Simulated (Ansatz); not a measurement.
```
Sn O
1.0
    -4.82719   -4.82719    0.00000
    -4.82719    4.82719    0.00000
     4.82719    0.00000   -6.47630
Sn O
7 16
Direct
  0.88125 0.38205 0.76552
  0.62385 0.12465 0.25073
  0.36645 0.86725 0.73593
  0.74968 0.75047 0.50237
  0.49804 0.49883 0.99908
  0.24713 0.24792 0.49727
  0.00058 0.00138 0.00418
  0.12387 0.93845 0.25072
  0.87766 0.68331 0.75815
  0.62392 0.42982 0.25073
  0.37023 0.17588 0.74330
  0.12384 0.31085 0.25073
  0.87748 0.07342 0.75815
  0.62379 0.81948 0.25072
  0.37005 0.56599 0.74330
  0.46274 0.75650 0.51463
  0.19883 0.49259 0.98682
  0.94054 0.25092 0.50334
  0.68792 0.99830 0.99811
  0.04888 0.75672 0.51463
  0.78498 0.49281 0.98682
  0.55979 0.25101 0.50335
  0.30717 0.99839 0.99811
```

Method: Ansatz 0.2.0, DFT PBE, scalar-relativistic, plane waves, PAW.

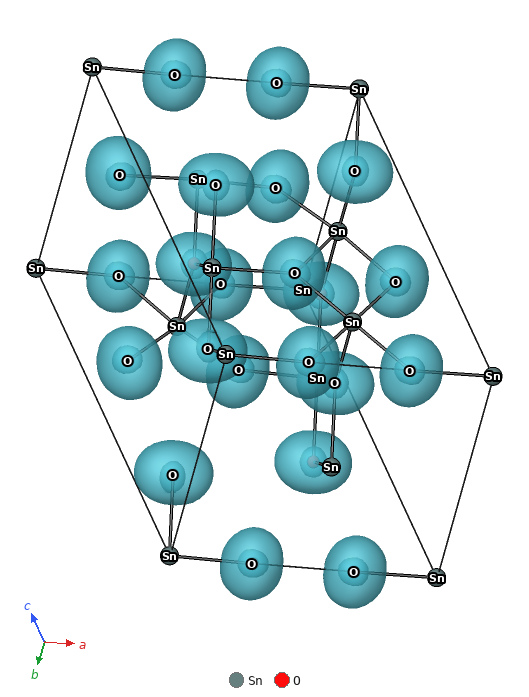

Sn7O16 (cell charge −2, with a compensating background) (cell with a defect). Isosurface of the electron localisation function at 0.7 (cyan), seen at an oblique angle. Core shells and regions of very low density are left out. Sticks mark near contacts.

**Describe the localisation domains.**

The surface consists of 16 regions wrapped around O (the valence shell of each), counted in one cell of 23 atoms. Any copies at cell faces, edges or corners count once.

Values along the shortest contacts:
Sn–O (2.00 Å): the ELF peaks at about 0.80 in the valence shell of O, 0.6 Å from its nucleus, and is about 0.25 at the midpoint (no shared electron pair shows on this line). Sn–O (2.08 Å): the ELF peaks at about 0.80 in the valence shell of O, 0.6 Å from its nucleus, and is about 0.25 at the midpoint: no localised pair shows between them.
